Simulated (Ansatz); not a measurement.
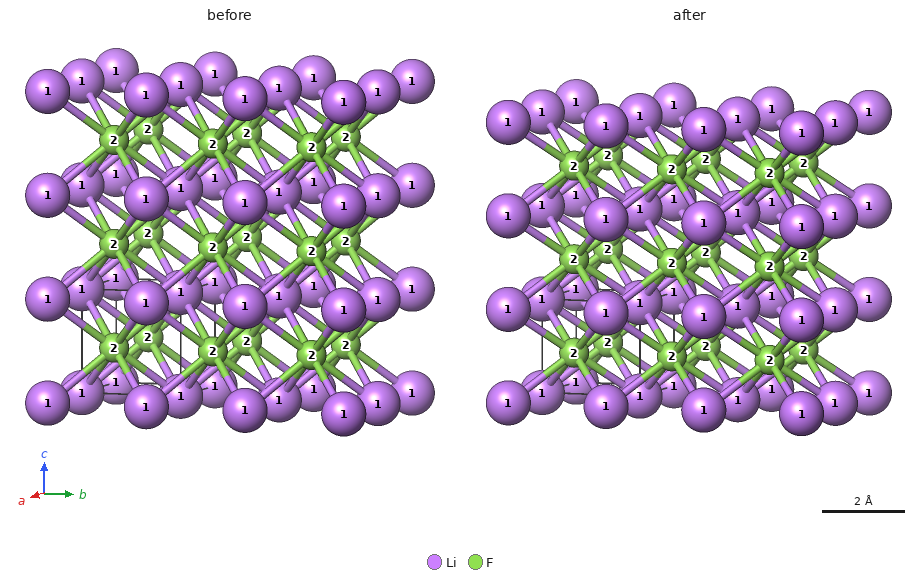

Left: a symmetric starting cell of LiF. Right: the same structure after one change, at the same scale. Style: ball-and-stick. Shown: the cell of the calculation, repeated 2 × 3 × 3 with one cell outlined, slightly off an axis.

Level of theory: DFT PBE, scalar-relativistic, plane waves, PAW in Ansatz 0.2.0. Set-up: plane-wave cutoff 420 eV; k-point mesh 10 × 10 × 10; occupations gaussian; smearing width 0.02 eV; no spin polarisation.

What distinguishes the right structure from the left one?

Answer. The cell is strained by −10.0 % along c and −1.0 % across it (volume −11.7 %), the atoms keeping their fractional coordinates. No relaxation follows. The starting cell wasn't computed here and needn't be at equilibrium, so pressure and forces aren't due to the change alone.

And its effect?

Answer. The pressure is 12.1 GPa (not all of it need come from the change, since the unchanged cell can be under pressure at this level too). The principal stresses (compression positive) are 35.7 GPa along c and 0.4 GPa across it. All forces vanish by symmetry. Near-neighbour distances before and after: F–Li 2.217 → 2.131 Å. The space group (tolerance 0.01 Å) goes from Pm-3m (No. 221) to P4/mmm (No. 123).
